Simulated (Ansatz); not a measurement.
TaN

The calculation's input:

```
crystal:
  lattice:
    - [2.9361543272, 0.0, 0.0]
    - [-1.4680771636, 2.5427842368, 0.0]
    - [0.0, 0.0, 2.8846185526]
  atoms:
    - { symbol: Ta, position: [0.3333333333, 0.6666666667, 0.5] }
    - { symbol: "N", position: [0.0, 0.0, 0.0] }
basis:
  ecutwfc: 500
kpoints:
  mp_grid: { grid: [24, 24, 20] }
hamiltonian:
  xc: r2scan
scf:
  occupations: { method: gaussian, width: 0.15 }
output:
  forces: true
  stress: true
  eigenvalues: true
  write_density: true
  write_potential: true
  elf: true
  volumetric_format: npy
```

Launched as:

```sh
ansatz run input.yaml --threads 1 --pin off --max-ram 2560MiB --backend cpu --events-out ev --progress --plain --runs-dir out
```

Below, planes, directions and counts refer to the conventional cell (a = 2.94 Å, b = 2.94 Å, c = 2.88 Å, α = 90.00°, β = 90.00°, γ = 120.00°).

Space group P-6m2.

The calculation used DFT r2SCAN, scalar-relativistic, plane waves, PAW (Ansatz 0.2.0).

Core electrons are frozen (PAW), and the valence fields are smoothed inside the atomic spheres.

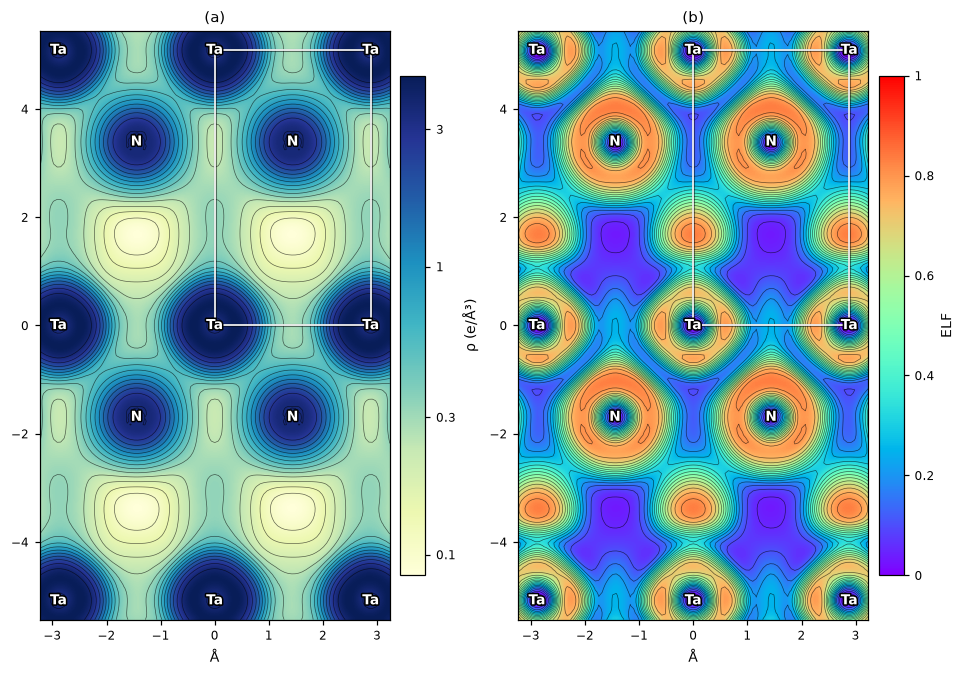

Figure 1. (a) valence charge density (pseudo); (b) electron localisation function on the (110) plane of the conventional cell.

Question: What does the map show?

Answer: Atoms in the plane: Ta and N. Ta–N (2.23 Å): the density is about 0.54 e/Å³ at the midpoint; the ELF peaks at about 0.80 in the valence shell of N, 0.7 Å from its nucleus, and is about 0.20 at the midpoint; no shared electron pair shows on this line. Ta–Ta (2.88 Å): ρ is about 0.28 e/Å³ halfway; the ELF is about 0.25 at the midpoint (no localised pair shows between them). Between the atoms the lowest density in this plane is 0.08 e/Å³. The ELF has a maximum of about 0.85 in the space between the atoms, on no atom or two-centre bond. The features right at Ta lie inside the PAW spheres, where the map follows smoothed inner orbitals and isn't to be read closely.

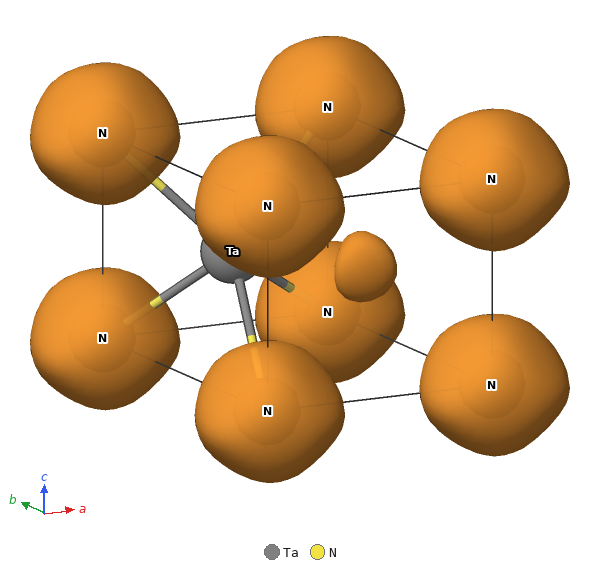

Figure 2. Isosurface of the ELF at 0.65 (orange), seen at an oblique angle. Core shells and regions of very low density are left out. Sticks mark near contacts.

Question: What do the ELF domains correspond to?

Answer: At this value the surface marks out one region wrapped around N (its valence shell) and one pocket between the atoms, centred on no nucleus (multi-centre or interstitial), counted in one cell of 2 atoms. Any copies at cell faces, edges or corners count once.

Question: Does the calculation give a band gap?

Answer: It is metallic or semimetallic at this level of theory: no gap opens; semilocal functionals without U, or without the true magnetic order, often close the gap of such compounds.
